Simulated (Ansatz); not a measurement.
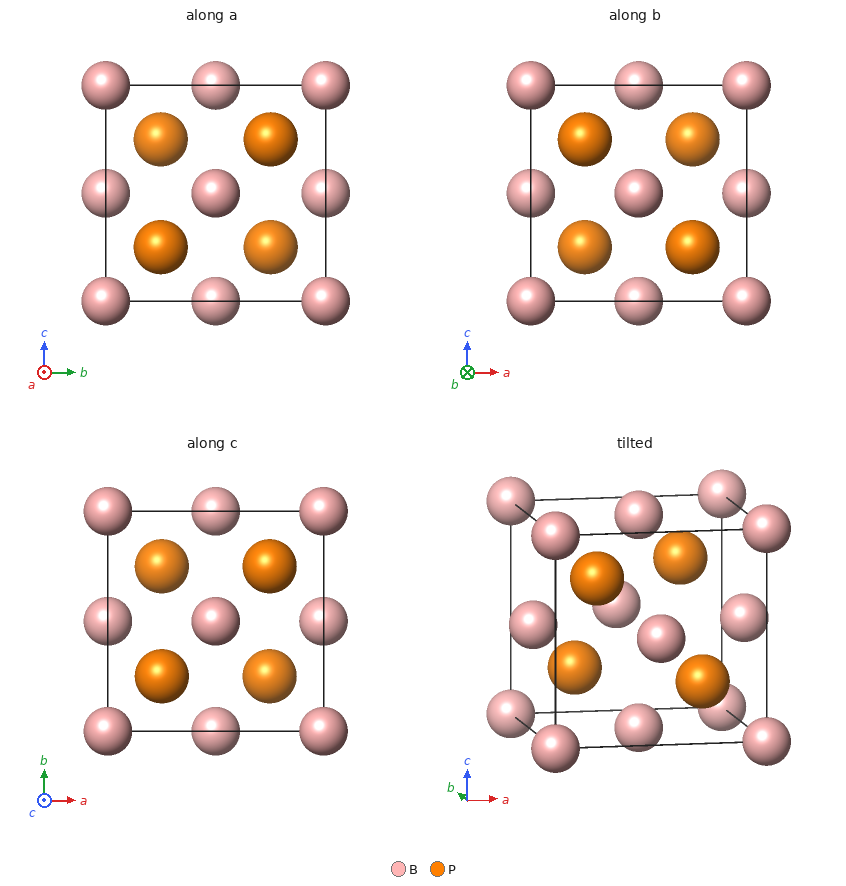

The crystal in a spheres-only representation, seen along the a axis, along the b axis, along the c axis and slightly off an axis. The parallelepiped is the drawn cell (a repeat of the simulation cell).

Lattice parameters: a = 4.537 Å, b = 4.627 Å, c = 4.537 Å, α = 90.00°, β = 90.00°, γ = 90.00°. Put a along x and b in the xy plane.

Write the structure as a POSCAR file.

```
B P
1.0
     4.537    0.000    0.000
     0.000    4.627    0.000
     0.000    0.000    4.537
B P
4 4
Direct
  0.0000 0.0000 0.0000
  0.5000 0.0000 0.5000
  0.5000 0.5000 0.0000
  0.0000 0.5000 0.5000
  0.7500 0.2500 0.2500
  0.2500 0.2500 0.7500
  0.2500 0.7500 0.2500
  0.7500 0.7500 0.7500
```

Starting structure: a structure type filled with these elements by a generator (whether the compound takes this form wasn't checked). Earlier steps of the study may have refined or changed the cell and positions. A calculation with Ansatz used it as input.
